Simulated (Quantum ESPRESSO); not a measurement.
# ZnS (F-43m): zone-centre phonons, part 2 of 4

Which modes does ZnS (F-43m) have at the zone centre?

Quantum ESPRESSO 7.5; DFT LDA, scalar-relativistic, plane waves, PseudoDojo norm-conserving pseudopotentials.

So far. Step 2 (A first look): A gap of 1.9 eV opens on this mesh, so the crystal is taken as an insulator; the start stands at -4.4 GPa. Step 4 (Self-consistent run for the response): The cell stands at -0.001 GPa, close enough for phonons.

The database entry behind the starting cell differs from later determinations by our own check (about 0.1 % short), so it need not match the best structure at ambient conditions.

## (5) Zone-centre response

At q = 0 one unit cell holds all displacements; symmetry groups them into irreducible representations that are solved one by one. The response to a field gives ε∞ and the Born charges, which polar modes need.

File ph.in:

```
phonons
&INPUTPH
  prefix = 'x'
  outdir = './tmp'
  fildyn = 'g.dyn'
  tr2_ph = 1.0d-18
  epsil  = .true.
/
0.000000000000 0.000000000000 0.000000000000
```

On the command line:

```bash
$ OMP_NUM_THREADS=1 mpirun -n 4 ph.x -nk 4 -in ph.in > ph.out
```

The program printed:

```text
[banners, grids, parts of the stress and lines that vanish by symmetry left out]
[banner, memory and clock lines left out]
Program PHONON v.7.5

     ./tmp/x.save/

     IMPORTANT: XC functional enforced from input :
     Exchange-correlation= PW
                           (   1   4   0   0   0   0   0)
     Any further DFT definition will be discarded
     Please, verify this is what you really want

     G-vector sticks info

     Reading collected, re-writing distributed wavefunctions in ./tmp/

     Number and degeneracy of irreps per q-point
       N         xq(1)         xq(2)         xq(3)   N irreps
       1   0.000000000   0.000000000   0.000000000       2
        3   3

     Calculation of q =    0.0000000   0.0000000   0.0000000

     phonons

     bravais-lattice index     =            0
     lattice parameter (alat)  =       7.0787  a.u.
     unit-cell volume          =     250.8150 (a.u.)^3
     number of atoms/cell      =            2
     number of atomic types    =            2
     kinetic-energy cut-off    =      92.0000  Ry
     charge density cut-off    =     368.0000  Ry
     convergence threshold     =      1.0E-18
     beta                      =       0.7000
     number of iterations used =            4
     Exchange-correlation= PW
                           (   1   4   0   0   0   0   0)

     celldm(1)=    7.07874  celldm(2)=    0.00000  celldm(3)=    0.00000
     celldm(4)=    0.00000  celldm(5)=    0.00000  celldm(6)=    0.00000

     crystal axes: (cart. coord. in units of alat)
               a(1) = ( -0.7071  0.0000  0.7071 )
               a(2) = (  0.0000  0.7071  0.7071 )
               a(3) = ( -0.7071  0.7071  0.0000 )

     reciprocal axes: (cart. coord. in units 2 pi/alat)
               b(1) = ( -0.7071 -0.7071  0.7071 )
               b(2) = (  0.7071  0.7071  0.7071 )
               b(3) = ( -0.7071  0.7071 -0.7071 )

     Atoms inside the unit cell:

     Cartesian axes

     site n.  atom      mass           positions (alat units)
        1  Zn     65.3800   tau(    1) = (   -0.35355    0.35355    0.35355  )
        2  S      32.0600   tau(    2) = (    0.00000    0.00000    0.00000  )

     Computing dynamical matrix for
                    q = (   0.0000000   0.0000000   0.0000000 )

     25 Sym.Ops. (with q -> -q+G )

     G cutoff =  467.0898  (  29939 G-vectors)     FFT grid: ( 45, 45, 45)
     number of k points=    29
                       cart. coord. in units 2pi/alat
        k(    1) = (   0.0000000   0.0000000   0.0000000), wk =   0.0039062
        k(    2) = (  -0.0883883   0.0883883  -0.0883883), wk =   0.0312500
        k(    3) = (  -0.1767767   0.1767767  -0.1767767), wk =   0.0312500
        [... further k-points left out ...]

     PseudoPot. # 1 for Zn read from file:
     ./pseudo/Zn.upf
     Pseudo is Norm-conserving + core correction, Zval = 20.0
     Using radial grid of 1296 points,  6 beta functions with:
                l(1) =   0
                l(2) =   0
                l(3) =   1
                l(4) =   1
                l(5) =   2
                l(6) =   2

     PseudoPot. # 2 for S  read from file:
     ./pseudo/S.upf
     Pseudo is Norm-conserving + core correction, Zval =  6.0
     Using radial grid of 1132 points,  6 beta functions with:
                l(1) =   0
                l(2) =   0
                l(3) =   1
                l(4) =   1
                l(5) =   2
                l(6) =   2

     Mode symmetry, T_d (-43m)  point group:

     Electric field:
     Dielectric constant
     Born effective charges as d Force / d E

     Atomic displacements:
     There are    2 irreducible representations

     Representation     1      3 modes -  To be done

     Representation     2      3 modes -  To be done

     Alpha used in Ewald sum =   2.8000

     Electric Fields Calculation

      iter #   1   av.it.:   9.3
      thresh= 1.000E-02 alpha_mix =  0.700 |ddv_scf|^2 =  1.327E-07

      iter #   2   av.it.:  17.7
      thresh= 3.643E-05 alpha_mix =  0.700 |ddv_scf|^2 =  1.332E-08

      iter #   3   av.it.:  17.0
      thresh= 1.154E-05 alpha_mix =  0.700 |ddv_scf|^2 =  1.061E-10

      iter #   4   av.it.:  17.7
      thresh= 1.030E-06 alpha_mix =  0.700 |ddv_scf|^2 =  2.953E-12

      iter #   5   av.it.:  17.9
      thresh= 1.718E-07 alpha_mix =  0.700 |ddv_scf|^2 =  1.306E-13

      iter #   6   av.it.:  17.6
      thresh= 3.613E-08 alpha_mix =  0.700 |ddv_scf|^2 =  9.034E-16

      iter #   7   av.it.:  17.7
      thresh= 3.006E-09 alpha_mix =  0.700 |ddv_scf|^2 =  1.632E-17

      iter #   8   av.it.:  18.5
      thresh= 4.040E-10 alpha_mix =  0.700 |ddv_scf|^2 =  6.378E-20

     End of electric fields calculation

          Dielectric constant in cartesian axis

          (       6.348391193      -0.000000000      -0.000000000 )
          (      -0.000000000       6.348391193       0.000000000 )
          (      -0.000000000      -0.000000000       6.348391193 )

          Effective charges (d Force / dE) in cartesian axis without acoustic sum rule applied (asr)

           atom    1  Zn    Mean Z*:        1.90971
      Ex  (        1.90971        0.00000        0.00000 )
      Ey  (        0.00000        1.90971       -0.00000 )
      Ez  (        0.00000       -0.00000        1.90971 )
           atom    2  S     Mean Z*:       -1.92898
      Ex  (       -1.92898       -0.00000       -0.00000 )
      Ey  (       -0.00000       -1.92898       -0.00000 )
      Ez  (        0.00000        0.00000       -1.92898 )

          Effective charges Sum: Mean:       -0.01927
             -0.01927        0.00000        0.00000
              0.00000       -0.01927       -0.00000
              0.00000       -0.00000       -0.01927

          Effective charges (d Force / dE) in cartesian axis with asr applied:
           atom    1  Zn    Mean Z*:        1.91935
      E*x (        1.91935        0.00000        0.00000 )
      E*y (        0.00000        1.91935       -0.00000 )
      E*z (        0.00000       -0.00000        1.91935 )
           atom    2  S     Mean Z*:       -1.91935
      E*x (       -1.91935       -0.00000       -0.00000 )
      E*y (       -0.00000       -1.91935        0.00000 )
      E*z (       -0.00000        0.00000       -1.91935 )

     Representation #   1 modes #   1   2   3

     Self-consistent Calculation

      iter #   1   av.it.:   8.7
      thresh= 1.000E-02 alpha_mix =  0.700 |ddv_scf|^2 =  1.126E-07

      iter #   2   av.it.:  17.8
      thresh= 3.355E-05 alpha_mix =  0.700 |ddv_scf|^2 =  1.152E-08

      iter #   3   av.it.:  17.6
      thresh= 1.073E-05 alpha_mix =  0.700 |ddv_scf|^2 =  1.254E-10

      iter #   4   av.it.:  17.0
      thresh= 1.120E-06 alpha_mix =  0.700 |ddv_scf|^2 =  4.102E-13

      iter #   5   av.it.:  18.1
      thresh= 6.405E-08 alpha_mix =  0.700 |ddv_scf|^2 =  2.649E-15

      iter #   6   av.it.:  18.3
      thresh= 5.147E-09 alpha_mix =  0.700 |ddv_scf|^2 =  6.124E-17

[...]
End of self-consistent calculation

     Convergence has been achieved

     Representation #   2 modes #   4   5   6

     Self-consistent Calculation

[...]
iter #   3   av.it.:  18.2
      thresh= 8.696E-05 alpha_mix =  0.700 |ddv_scf|^2 =  2.724E-09

      iter #   4   av.it.:  18.4
      thresh= 5.220E-06 alpha_mix =  0.700 |ddv_scf|^2 =  2.191E-10

      iter #   5   av.it.:  18.4
      thresh= 1.480E-06 alpha_mix =  0.700 |ddv_scf|^2 =  1.183E-12

      iter #   6   av.it.:  19.1
      thresh= 1.088E-07 alpha_mix =  0.700 |ddv_scf|^2 =  3.804E-15

      iter #   7   av.it.:  18.5
      thresh= 6.168E-09 alpha_mix =  0.700 |ddv_scf|^2 =  1.855E-16

      iter #   8   av.it.:  18.7
      thresh= 1.362E-09 alpha_mix =  0.700 |ddv_scf|^2 =  1.879E-18

      iter #   9   av.it.:  18.4
      thresh= 1.371E-10 alpha_mix =  0.700 |ddv_scf|^2 =  1.237E-20

     End of self-consistent calculation

     Convergence has been achieved

     Number of q in the star =    1
     List of q in the star:
          1   0.000000000   0.000000000   0.000000000

          Dielectric constant in cartesian axis

          (       6.348391193      -0.000000000      -0.000000000 )
          (      -0.000000000       6.348391193       0.000000000 )
          (      -0.000000000      -0.000000000       6.348391193 )

          Effective charges (d Force / dE) in cartesian axis without acoustic sum rule applied (asr)

           atom    1  Zn    Mean Z*:        1.90971
      Ex  (        1.90971        0.00000        0.00000 )
      Ey  (        0.00000        1.90971       -0.00000 )
      Ez  (        0.00000       -0.00000        1.90971 )
           atom    2  S     Mean Z*:       -1.92898
      Ex  (       -1.92898       -0.00000       -0.00000 )
      Ey  (       -0.00000       -1.92898       -0.00000 )
      Ez  (        0.00000        0.00000       -1.92898 )

          Effective charges Sum: Mean:       -0.01927
             -0.01927        0.00000        0.00000
              0.00000       -0.01927       -0.00000
              0.00000       -0.00000       -0.01927

          Effective charges (d Force / dE) in cartesian axis with asr applied:
           atom    1  Zn    Mean Z*:        1.91935
      E*x (        1.91935        0.00000        0.00000 )
      E*y (        0.00000        1.91935       -0.00000 )
      E*z (        0.00000       -0.00000        1.91935 )
           atom    2  S     Mean Z*:       -1.91935
      E*x (       -1.91935       -0.00000       -0.00000 )
      E*y (       -0.00000       -1.91935        0.00000 )
      E*z (       -0.00000        0.00000       -1.91935 )

     Diagonalizing the dynamical matrix

     q = (    0.000000000   0.000000000   0.000000000 )

 **************************************************************************
     freq (    1) =       0.086260 [THz] =       2.877315 [cm-1]
     freq (    2) =       0.086260 [THz] =       2.877315 [cm-1]
     freq (    3) =       0.086260 [THz] =       2.877315 [cm-1]
     freq (    4) =       8.729683 [THz] =     291.190869 [cm-1]
     freq (    5) =       8.729683 [THz] =     291.190869 [cm-1]
     freq (    6) =       8.729683 [THz] =     291.190869 [cm-1]
 **************************************************************************

     Mode symmetry, T_d (-43m)  point group:

     freq (   1-   3) =          2.9  [cm-1]   --> T_2  G_15 P_4   I+R
     freq (   4-   6) =        291.2  [cm-1]   --> T_2  G_15 P_4   I+R
```

It took 5.2 min on 4 MPI ranks of Arm Neoverse V1, shared host; 21 min of CPU time.

This step gave:

| Quantity | Value |
| --- | --- |
| miss of the charge sum rule | 0.01927 e |
| largest acoustic frequency at the zone centre before the sum rule | 2.88 cm⁻¹ |
| highest optical zone-centre mode (no LO-TO term) | 291.2 cm⁻¹ |
| lowest optical zone-centre mode | 291.2 cm⁻¹ |
| mean high-frequency dielectric constant | 6.348 |
| largest Born charge in size (third of the trace) | 1.929 e |

Born charge (rows field, columns displacement), before the sum rule (e), principal values of the symmetric part by kind of site:

| atom | atoms with these values | low | middle | high | mean |
| --- | --- | --- | --- | --- | --- |
| Zn1 | 1 | 1.91 | 1.91 | 1.91 | 1.91 |
| S2 | 1 | -1.93 | -1.93 | -1.93 | -1.93 |

In full for S2:

```
-1.93  0.00  0.00
 0.00 -1.93  0.00
 0.00  0.00 -1.93
```

High-frequency dielectric tensor:

```
6.35 0.00 0.00
0.00 6.35 0.00
0.00 0.00 6.35
```

The acoustic modes at Γ come out as far as 2.9 cm⁻¹ from zero, where they should vanish, a small numerical error; the Born charges miss their sum rule by 0.019 e, which is good.

## (6) Modes with the sum rule

A rigid shift of the crystal must cost nothing, but grids and finite bases break this; the acoustic sum rule is imposed before the matrix is diagonalised again. With Born charges the intensities follow, and the static dielectric tensor.

File dynmat.in:

```
&INPUT
  fildyn = 'g.dyn'
  asr    = 'simple'
  fileig = 'dynmat.eig'
  lperm  = .true.
/
```

On the command line:

```bash
$ dynmat.x -in dynmat.in > dynmat.out
```

The program printed:

```text
[banner, memory and clock lines left out]
Program DYNMAT v.7.5

     Reading Dynamical Matrix from file g.dyn
     ...Force constants read
     ...epsilon and Z* read
     A direction for q was not specified:TO-LO splitting will be absent

     Polarizability (A^3 units)
     multiply by 0.359351 for Clausius-Mossotti correction
        15.818679   -0.000000   -0.000000
        -0.000000   15.818679   -0.000000
        -0.000000    0.000000   15.818679

     IR activities are in (D/A)^2/amu units

# mode   [cm-1]    [THz]      IR
    1     -0.00   -0.0000    0.0000
    2     -0.00   -0.0000    0.0000
    3      0.00    0.0000    0.0000
    4    291.19    8.7295    3.9510
    5    291.19    8.7295    3.9510
    6    291.19    8.7295    3.9510

Electronic dielectric permittivity tensor (relative, adimensional)
         6.348391   -0.000000   -0.000000
        -0.000000    6.348391   -0.000000
        -0.000000    0.000000    6.348391

 ... with zone-center polar mode contributions
         9.022399   -0.000000    0.000000
        -0.000000    9.022399   -0.000000
         0.000000   -0.000000    9.022399
```

Wall time 0.45 s (1 thread).

Numbers from this step:

```
mean static dielectric constant : 9.022
```

Unit eigenvectors of the mass-weighted matrix after the sum rule; no LO-TO term. Modes at Γ, with each element's share of the kinetic energy:

| mode | frequency (cm⁻¹) | symmetry | Zn % | S % |
| --- | --- | --- | --- | --- |
| 1 | 0.0 | acoustic | 67 | 33 |
| 2 | 0.0 | acoustic | 67 | 33 |
| 3 | 0.0 | acoustic | 67 | 33 |
| 4 | 291.2 | T2 | 33 | 67 |
| 5 | 291.2 | T2 | 33 | 67 |
| 6 | 291.2 | T2 | 33 | 67 |

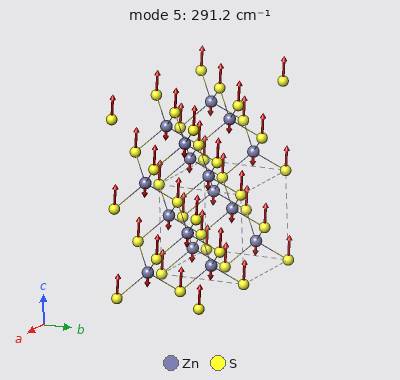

Displacement patterns of mode 5 at Γ; arrows are exaggerated. Bonds to atoms that aren't drawn are left out. 2×1×2 conventional cells are drawn. Some periodic images of atoms are drawn too.

Degenerate modes summed, no LO-TO term. Lines of the infrared spectrum (strongest = 100):

| position (cm⁻¹) | lines merged | label | IR intensity, relative |
| --- | --- | --- | --- |
| 291 | 3 | T2 | 100 |

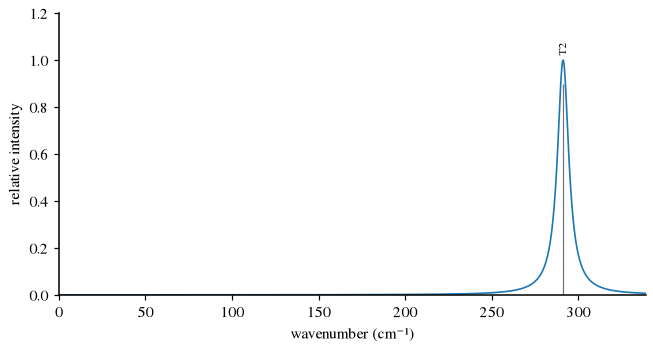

The infrared spectrum, broadened with Lorentzians of width 8 cm⁻¹; bars mark the lines.

Static dielectric tensor (ions relaxed, fixed cell):

```
9.02 0.00 0.00
0.00 9.02 0.00
0.00 0.00 9.02
```

The rule moves no optical mode by more than 0.1 cm⁻¹.

## (7) The LO-TO splitting (1 0 0)

A longitudinal polar mode sets up a macroscopic field that stiffens it; the term hangs on the direction from which q goes to zero.

File dynmat.in:

```
&INPUT
  fildyn = 'g.dyn'
  asr    = 'simple'
  fileig = 'dynmat.eig'
  q(1)   = 1.0
  q(2)   = 0.0
  q(3)   = 0.0
/
```

On the command line:

```bash
$ dynmat.x -in dynmat.in > dynmat.out
```

The program printed:

```text
[banner, memory and clock lines left out]
Program DYNMAT v.7.5

     Reading Dynamical Matrix from file g.dyn
     ...Force constants read
     ...epsilon and Z* read

     Polarizability (A^3 units)
     multiply by 0.359351 for Clausius-Mossotti correction
        15.818679   -0.000000   -0.000000
        -0.000000   15.818679   -0.000000
        -0.000000    0.000000   15.818679

     IR activities are in (D/A)^2/amu units

# mode   [cm-1]    [THz]      IR
    1      0.00    0.0000    0.0000
    2      0.00    0.0000    0.0000
    3      0.00    0.0000    0.0000
    4    291.19    8.7295    3.9510
    5    291.19    8.7295    3.9510
    6    347.13   10.4068    3.9510
```

Run time: 0.44 s. Hardware: 1 thread.

Numbers from this step:

* highest mode moved by the LO-TO term: 347.1 cm⁻¹

Zone-centre frequencies as printed; negative means imaginary. Modes:

| mode | frequency (cm⁻¹) |
| --- | --- |
| 1 | 0 |
| 2 | 0 |
| 3 | 0 |
| 4 | 291.2 |
| 5 | 291.2 |
| 6 | 347.1 |

The field moves one mode, from 291 to 347 cm⁻¹; the others stay.

## (8) Self-consistent run for the response, volume × 0.94

Bonds stiffen under compression, so frequencies follow the volume; the atoms are not relaxed anew.

File scf.in:

```
&CONTROL
  calculation = 'scf'
  prefix      = 'x'
  outdir      = './tmp'
  pseudo_dir  = './pseudo'
  tprnfor     = .true.
  tstress     = .true.
/
&SYSTEM
  ibrav       = 0
  nat         = 2
  ntyp        = 2
  ecutwfc     = 92.0
  occupations = 'fixed'
  nbnd        = 15
/
&ELECTRONS
  conv_thr         = 1.0d-12
  mixing_beta      = 0.7
  electron_maxstep = 100
/
ATOMIC_SPECIES
 Zn     65.3800  Zn.upf
 S      32.0600  S.upf
CELL_PARAMETERS angstrom
    -2.594686693    0.000000000    2.594686693
     0.000000000    2.594686693    2.594686693
    -2.594686693    2.594686693    0.000000000
ATOMIC_POSITIONS crystal
 Zn     0.250000000   0.250000000   0.250000000
 S      0.000000000   0.000000000   0.000000000
K_POINTS automatic
 8 8 8 0 0 0
```

On the command line:

```bash
$ OMP_NUM_THREADS=1 mpirun -n 4 pw.x -nk 4 -in scf.in > scf.out
```

The program printed:

```text
[banners, grids, parts of the stress and lines that vanish by symmetry left out]
[banner, memory and clock lines left out]
Program PWSCF v.7.5

[...]
kinetic-energy cutoff     =      92.0000  Ry
     charge density cutoff     =     368.0000  Ry
     scf convergence threshold =      1.0E-12
[...]
Exchange-correlation= SLA  PW   NOGX NOGC
                           (   1   4   0   0   0   0   0)
[...]
24 Sym. Ops. (no inversion) found
[...]
number of k points=    29
[...]
End of self-consistent calculation
[...]
highest occupied, lowest unoccupied level (ev):     8.9227   11.3284
!    total energy              =    -440.07776401 Ry
[...]
convergence has been achieved in  10 iterations
[...]
atom    1 type  1   force =    -0.00000000   -0.00000000    0.00000000
     atom    2 type  2   force =     0.00000000   -0.00000000    0.00000000
     Total force =     0.000000     Total SCF correction =     0.000000
[...]
total   stress  (Ry/bohr**3)                   (kbar)     P=       60.51
[...]
XML data file, charge density, pseudopotentials, collected wavefunctions
```

The job ended after 9.8 s (4 MPI ranks).

Read from the output:

```
volume per atom   : 17.47 Å³
pressure          : 6.051 GPa
gap on the k-mesh : 2.406 eV
```

(Part 2 of 4 ends here.)

[Host names and launcher messages were left out of these logs when they were recorded.]

[Logs are printed without paths, hosts, clocks, repeated set-up lines and the standing remarks that a program may print on its own settings, such as how far it seeks lower states.]

[Hosts, paths, dates, database ids (printed as entryN), source tags and the programs' standing remarks are cut or masked in the printed files.]
